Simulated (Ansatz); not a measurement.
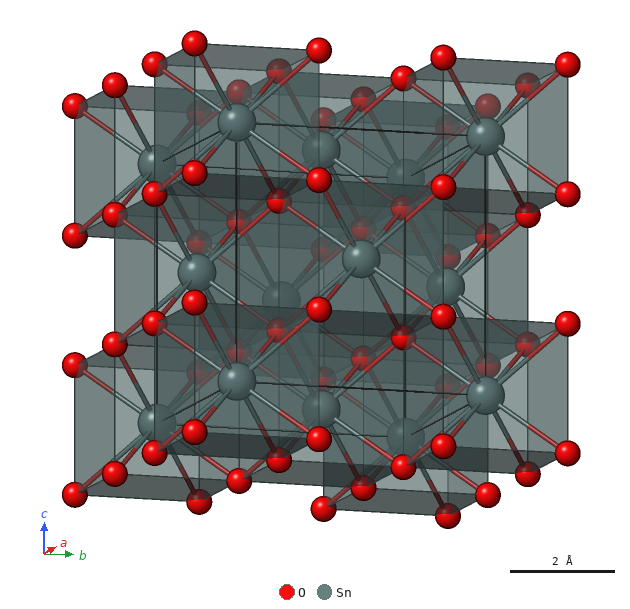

The crystal in a polyhedral representation, seen from a general direction. The lines enclose the drawn cell (a repeat of the simulation cell); boundary atoms appear with their images. Some neighbours outside the box are added.

SnO2, a = 5.09 Å, b = 5.09 Å, c = 5.09 Å, α = 90.00°, β = 90.00°, γ = 91.15°.

Run with Ansatz, DFT PBEsol, scalar-relativistic, plane waves, PAW and these settings: wavefunction cutoff 420 eV, k-points about 0.22 Å⁻¹ apart, Gaussian smearing of 0.05 eV, no spin polarisation.

### What is the band gap, if any?

A semiconductor at this level, with a gap of 0.11 eV on the k-mesh (the true edges may lie between mesh points, so the gap can be somewhat smaller).

### Which way would the volume go on relaxing?

The computed pressure is 0.0 GPa, close to zero.

Provenance: a structure type filled with these elements by a generator (whether the compound takes this form wasn't checked). The cell was then strained or its atoms displaced on purpose. Ansatz was used for an electronic-structure calculation on it.
